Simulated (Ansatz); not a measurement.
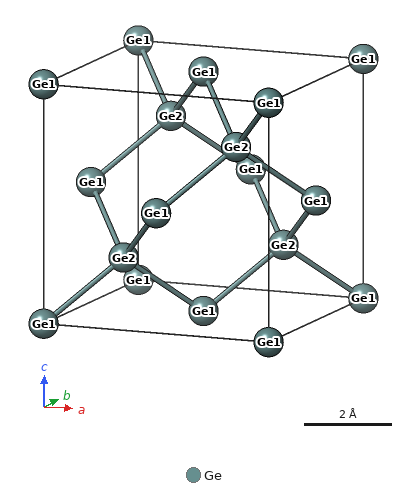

Figure 1. The structure (ball-and-stick view of the cell 4 times as large as that of the calculation, set on its symmetry axes, seen slightly off an axis; atoms are numbered from 1 in the order of the input). Near neighbours in the crystal (not all of them lie inside the picture): Ge has 4 Ge at 2.46 Å.

## Ge: a changed input and its effect

System: Ge (2 atoms in the cell).
Method of run 1: DFT, PBE, all-electron LAPW, scalar-relativistic, no spin polarisation (Ansatz 0.2.0).

The structure derives from a Materials Project entry. Text and figures count atoms from 1; the logs count them from 0 in places.

**The input, run 1**
```yaml
crystal:
  lattice:
    - [0.0, 2.8374271074, 2.8374271074]
    - [2.8374271074, 0.0, 2.8374271074]
    - [2.8374271074, 2.8374271074, 0.0]
  atoms:
    - { symbol: Ge, position: [0.0, 0.0, 0.0] }
    - { symbol: Ge, position: [0.25, 0.25, 0.25] }
kpoints:
  mp_grid: { grid: [11, 11, 11] }
  band_path:
    path:
      - [0.0, 0.0, 0.0]
      - [0.5, 0.0, 0.5]
      - [0.625, 0.25, 0.625]
      - [0.375, 0.375, 0.75]
      - [0.0, 0.0, 0.0]
      - [0.5, 0.5, 0.5]
      - [0.5, 0.25, 0.75]
      - [0.5, 0.0, 0.5]
    npoints: 5
scf:
  occupations: { method: fermi_dirac, width: 0.05 }
hamiltonian:
  xc: pbe
  pseudopotentials: { kind: all_electron, lapw: { basis_error: 0.001 } }
output:
  forces: true
  stress: true
  eigenvalues: true
```

Hardware: 1 thread of an Arm (aarch64) CPU, shared host.

**Output, shortened to warnings, some set-up lines, iterations and results (run 1)**
```
Basis set: ecut = 313.9362437582466 eV, 561 PW (Γ), exchange–correlation at level 2
Symmetry: 48 space group operations
k-points: 56 of 1331
Initial density: superposition of atomic densities (chi_scale 0.1, normalization cell)
[...]
SCF iter   1: F=—  HF=-114232.671295 eV  |F-HF|=—  |Δ(HF+E_count)|=         —  Δρ=2.86e-2  dr2=4.25e-1  ethr=9.62e-4  ⟨swp⟩=2.1  Hψ=9296  notcnv=0
SCF iter   2: F=—  HF=-114232.605575 eV  |F-HF|=—  |Δ(HF+E_count)|=   6.57e-2  Δρ=1.30e-2  dr2=8.16e-2  ethr=9.62e-4  ⟨swp⟩=2.0  Hψ=4478  notcnv=0
SCF iter   3: F=—  HF=-114232.600868 eV  |F-HF|=—  |Δ(HF+E_count)|=   4.71e-3  Δρ=1.09e-3  dr2=2.84e-4  ethr=6.43e-7  ⟨swp⟩=2.7  Hψ=7647  notcnv=0
SCF iter   4: F=—  HF=-114232.596889 eV  |F-HF|=—  |Δ(HF+E_count)|=         —  Δρ=4.49e-4  dr2=5.46e-5  ethr=6.43e-7  ⟨swp⟩=3.0  Hψ=4582  notcnv=0
SCF iter   5: F=—  HF=-114232.596975 eV  |F-HF|=—  |Δ(HF+E_count)|=   8.60e-5  Δρ=7.82e-5  dr2=1.88e-6  ethr=1.24e-7  ⟨swp⟩=3.0  Hψ=4428  notcnv=0
SCF iter   6: F=-114232.596981 eV  HF=-114232.596980 eV  |F-HF|=6.23e-8  |Δ(HF+E_count)|=   5.46e-6  Δρ=8.45e-6  dr2=2.74e-8  ethr=4.28e-9  ⟨swp⟩=3.0  Hψ=4430  notcnv=0
SCF 1 converged in 6 iterations: F = -114232.596981 eV  dr2 = 2.74e-8
NSCF: frozen V_eff on 36 k-points
SCF converged after 6 iterations
Free energy (F): -114232.596981 eV
Harris-Foulkes:  -114232.596980 eV  (|F-HF|=6.23e-8)
Internal energy: -114232.596531 eV  (E = F + TS)
E sigma→0 (E₀):  -114232.596756 eV
Entropy (-TS):   -0.000449 eV (-0.225 meV/atom)
Fermi energy:    9.886002 eV
--- Per-component energies (eV) ---
  E_band       = -2090.558170
  E_kinetic    = 116629.917482
  E_xc         = -4340.803590
  E_electrostatic = -226521.710424  (all electrons and nuclei)
  E_smearing   = -0.000449  (= −TS)
  E_closure    = 0.000000  (closes the sum)
  E_atoms      = -114223.599835  (free atoms, spherical and without spin; not in F)
  Σ components = -114232.596981   (vs F -114232.596981, Δ=0.00e0)
  Basis errors (estimates in eV, not in F): energy 4.4e-4 per atom: plane waves 4.0e-4 (2.3e-4 summed), levels above the bands 2.3e-70, relativity 3.1e-8, radial functions 4.4e-5, core shells 2.0e-11; eigenvalues (radial functions only) 3.4e-7; not estimated: angular momenta, meshes, grids; target …
--- Forces (eV/Å), atoms counted from 1 ---
  atom   1  Ge    -0.00000000     0.00000000    -0.00000000
  atom   2  Ge     0.00000000    -0.00000000     0.00000000
  max |Σ_I F_I| component: 7.23e-20 eV/Å
--- Stress (GPa, compression-positive) ---
        2.982219      -0.000000       0.000000
       -0.000000       2.982219      -0.000000
        0.000000      -0.000000       2.982219
  P = ⅓ Tr σ = 2.9822 GPa (29.822 kbar)
```

For run 2 the input was changed thus:
```diff
+magnetization:
+  noncollinear: true
+  spin_orbit: true
```

How does run 2 compare with run 1?

Spin–orbit coupling is switched on. The total energies belong to different models, so their difference says nothing on which is more stable or more accurate. The SCF takes 7 iterations against 6.

**Output, shortened to warnings, some set-up lines, iterations and results (run 2)**
```
Basis set: ecut = 313.94051355269795 eV, 561 PW (Γ), exchange–correlation at level 2
Symmetry: 48 space group operations + 48 with time reversal
k-points: 56 of 1331
Initial density: superposition of atomic densities (chi_scale 0.1, normalization cell)
[...]
SCF iter   1: F=—  HF=-114238.111124 eV  |F-HF|=—  |Δ(HF+E_count)|=         —  Δρ=2.86e-2  dr2=4.25e-1  dr2_m=0.00e0 (ungated)  ethr=9.61e-4  |M|=0.00e0 ∫|m|=0.00e0 μB  …
SCF iter   2: F=—  HF=-114238.089473 eV  |F-HF|=—  |Δ(HF+E_count)|=   2.17e-2  Δρ=2.37e-2  dr2=3.23e-1  dr2_m=0.00e0 (ungated)  ethr=9.61e-4  |M|=0.00e0 ∫|m|=0.00e0 μB  …
SCF iter   3: F=—  HF=-114238.053901 eV  |F-HF|=—  |Δ(HF+E_count)|=   3.56e-2  Δρ=4.51e-3  dr2=1.11e-2  dr2_m=0.00e0 (ungated)  ethr=2.54e-5  |M|=0.00e0 ∫|m|=0.00e0 μB  …
SCF iter   4: F=—  HF=-114238.035466 eV  |F-HF|=—  |Δ(HF+E_count)|=   1.84e-2  Δρ=1.48e-3  dr2=8.25e-4  dr2_m=0.00e0 (ungated)  ethr=2.52e-5  |M|=0.00e0 ∫|m|=0.00e0 μB  …
SCF iter   5: F=—  HF=-114238.036729 eV  |F-HF|=—  |Δ(HF+E_count)|=         —  Δρ=2.61e-4  dr2=3.71e-5  dr2_m=0.00e0 (ungated)  ethr=1.88e-6  |M|=0.00e0 ∫|m|=0.00e0 μB  …
SCF iter   6: F=—  HF=-114238.036764 eV  |F-HF|=—  |Δ(HF+E_count)|=   3.52e-5  Δρ=2.05e-5  dr2=2.22e-7  dr2_m=0.00e0 (ungated)  ethr=8.43e-8  |M|=0.00e0 ∫|m|=0.00e0 μB  …
SCF iter   7: F=-114238.036765 eV  HF=-114238.036765 eV  |F-HF|=7.87e-9  |Δ(HF+E_count)|=   7.53e-7  Δρ=3.90e-6  dr2=7.97e-9  dr2_m=0.00e0 (ungated)  ethr=5.05e-10  …
SCF 1 converged in 7 iterations: F = -114238.036765 eV  dr2 = 7.97e-9
NSCF: frozen V_eff on 36 k-points
SCF converged after 7 iterations
Magnetization: |M| = 0.0000 μB,  M = (+0.0000, +0.0000, +0.0000) μB
Absolute magnetization: 0.0000 μB (∫|m|)
  site 0: m = (+0.0000, +0.0000, +0.0000) μB, |m| = 0.0000 μB  (R = 1.23 Å)
  site 1: m = (+0.0000, +0.0000, +0.0000) μB, |m| = 0.0000 μB  (R = 1.23 Å)
Free energy (F): -114238.036765 eV
Harris-Foulkes:  -114238.036765 eV  (|F-HF|=7.87e-9)
Internal energy: -114238.036287 eV  (E = F + TS)
E sigma→0 (E₀):  -114238.036526 eV
Entropy (-TS):   -0.000478 eV (-0.239 meV/atom)
Fermi energy:    9.914571 eV
--- Per-component energies (eV) ---
  E_band       = -2091.005683
  E_kinetic    = 116657.189442
  E_xc         = -4341.198723
  E_electrostatic = -226554.027006  (all electrons and nuclei)
  E_smearing   = -0.000478  (= −TS)
  E_closure    = 0.000000  (closes the sum)
  E_atoms      = -114229.032317  (free atoms, spherical and without spin; not in F)
  Σ components = -114238.036765   (vs F -114238.036765, Δ=0.00e0)
  Basis errors (estimates in eV, not in F): energy 4.4e-4 per atom: plane waves 4.0e-4 (2.3e-4 summed), levels above the bands 4.0e-70, relativity 3.7e-8, radial functions 4.4e-5, core shells 2.0e-11; eigenvalues (radial functions only) 3.2e-7; not estimated: angular momenta, meshes, grids; target …
--- Forces (eV/Å), atoms counted from 1 ---
  atom   1  Ge    -0.00000000    -0.00000000     0.00000000
  atom   2  Ge     0.00000000     0.00000000    -0.00000000
  max |Σ_I F_I| component: 5.78e-19 eV/Å
--- Stress (GPa, compression-positive) ---
        2.976297       0.000000      -0.000000
        0.000000       2.976297      -0.000000
       -0.000000      -0.000000       2.976297
  P = ⅓ Tr σ = 2.9763 GPa (29.763 kbar)
```

**The two runs side by side**

```tsv
quantity	run 1	run 2
outcome	converged	converged
free energy per atom (eV)	−57116.2985	−57119.0184
pressure (GPa)	2.98	2.98
largest force (eV/Å)	0.000	0.000
SCF iterations	6	7
irreducible k-points	56	56
plane waves at Γ	561	561
net moment of the cell (μB)	–	0.00
absolute moment of the cell (μB)	–	0.00
wall time (shared host)	22 s	3.1 min
```
